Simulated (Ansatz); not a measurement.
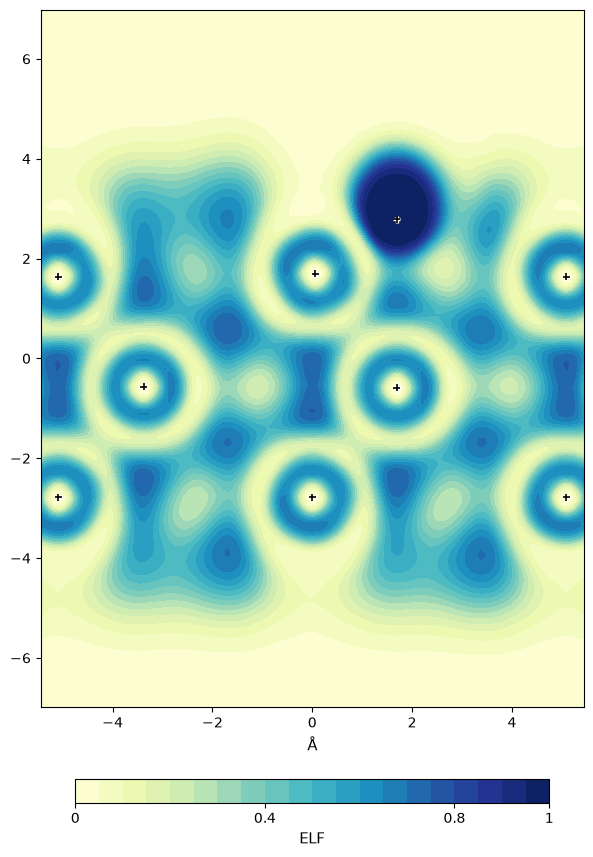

The electron localisation function on a plane through atoms (crosses mark nuclei in the plane).

The calculation used DFT PBE, scalar-relativistic, plane waves, PAW (Ansatz).

Candidates:
A. CuI, a = 6.08 Å, b = 6.08 Å, c = 6.08 Å, α = 90.00°, β = 90.00°, γ = 90.00°. Space group F-43m; computed without spin polarisation.
B. Ti12H (slab), a = 5.88 Å, b = 5.88 Å, c = 23.65 Å, α = 90.00°, β = 90.00°, γ = 120.00°. Computed without spin polarisation.

**Which system is this?**

Candidate B: Ti12H on the (110) plane of the calculation cell, a cut from vacuum to vacuum, which holds Ti and H. Ti–H (1.97 Å): the ELF climbs to about 1 towards the hydrogen. Ti–Ti (2.77 Å): the ELF is about 0.20 at the midpoint (no shared electron pair shows on this line).
